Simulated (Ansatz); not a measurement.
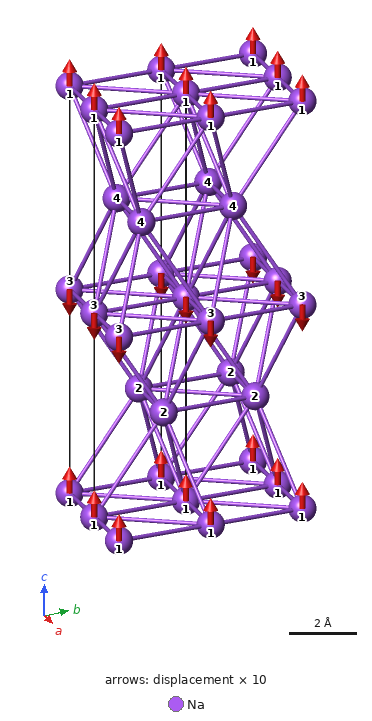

A symmetric starting cell of Na. The red arrows show how the atoms are displaced (without the part that the change of the cell carries along), magnified 10 times. Besides, the cell is strained by −2.9 % along c and +0.1 % across it (volume −2.8 %). The picture is a ball-and-stick view of the cell of the calculation, repeated 2 × 2 × 1 with one cell outlined, seen slightly off an axis.

Method: DFT PBEsol, scalar-relativistic, plane waves, PAW in Ansatz. (plane-wave cutoff 420 eV; k-point mesh 12 × 12 × 4; occupations gaussian; smearing width 0.1 eV; no spin polarisation)

How are the atoms displaced, and what does the calculation give?

Answer. Atoms are displaced by 0.08 Å relative to the cell: Na1 0.08 Å along +c. No relaxation follows. The starting cell wasn't computed here and needn't be at equilibrium, so pressure and forces aren't due to the change alone. The pressure is 0.1 GPa (not all of it need come from the change, since the unchanged cell can be under pressure at this level too). The principal stresses (compression positive) are −0.1 GPa along c and 0.1 GPa across it. The largest forces, 0.062 eV/Å, act on Na1 and Na3; on Na3 it points along +c. The forces point straight back along the displacements (cosine −1.00). Near-neighbour distances before and after: Na–Na 3.793 → 3.652 to 3.786 Å. The space group (tolerance 0.01 Å) goes from P6_3/mmc (No. 194) to P-6m2 (No. 187).
